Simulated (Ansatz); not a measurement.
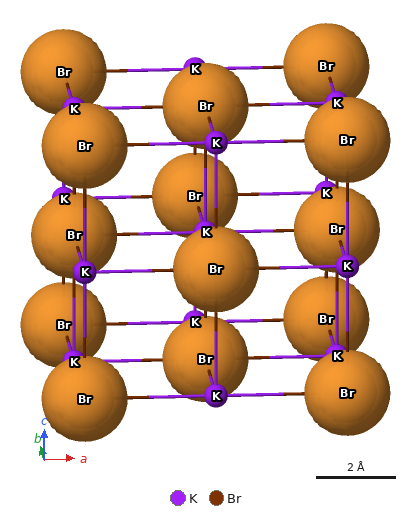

Figure 1: KBr. Isosurface of the ELF at 0.85 (orange), seen at an oblique angle. Core shells and regions of very low density are left out. Sticks mark near contacts.

Space group Fm-3m.

Level of theory: Ansatz 0.2.0, DFT PBE, scalar-relativistic, plane waves, PAW.

Core electrons are frozen (PAW), and the valence fields are smoothed inside the atomic spheres.

The calculation's input:

```
crystal:
  lattice:
    - [0.0203968714, 3.3351370075, 3.2981825641]
    - [3.3644420903, -0.003469421, 3.3220488565]
    - [3.3874002553, 3.3819614648, -0.026427586]
  atoms:
    - { symbol: K, position: [0.0017670191, -4.59585e-05, -0.0018190912] }
    - { symbol: Br, position: [0.4982329809, 0.5000459585, 0.5018190912] }
basis:
  ecutwfc: 420
kpoints:
  mp_grid: { grid: [6, 6, 6] }
hamiltonian:
  xc: pbe
scf:
  occupations: { method: gaussian, width: 0.05 }
output:
  forces: true
  stress: true
  eigenvalues: true
  write_density: true
  write_potential: true
  elf: true
  volumetric_format: npy
relax:
  adjacent_minimum: "off"
  f_tol: 0.01
  max_steps: 80
  cell: { stress_tol: 0.1 }
```

Run with:

```sh
ansatz run input.yaml --threads 1 --pin off --max-ram 2560MiB --backend cpu --events-out ev --progress --plain --runs-dir out
```

Below, planes, directions and counts refer to the conventional cell (a = 6.71 Å, b = 6.71 Å, c = 6.71 Å, α = 90.05°, β = 89.98°, γ = 89.95°).

The fields are those of the relaxed geometry.

Identify the bonds, lone pairs and shells in this picture.

Answer. At this value the surface marks out four regions wrapped around Br (the valence shell of each), counted in one cell of 8 atoms. Regions shared between cells count once.

Values along the shortest contacts:
K–Br (3.35 Å): the ELF is about 0.10 at the midpoint; a closed-shell, largely ionic contact.

Does the calculation make it a metal, or give it a gap?

Answer. It is gapped, with a Kohn–Sham gap of 4.3 eV on the k-point mesh (the band edges may lie off the mesh, which would make the gap smaller).
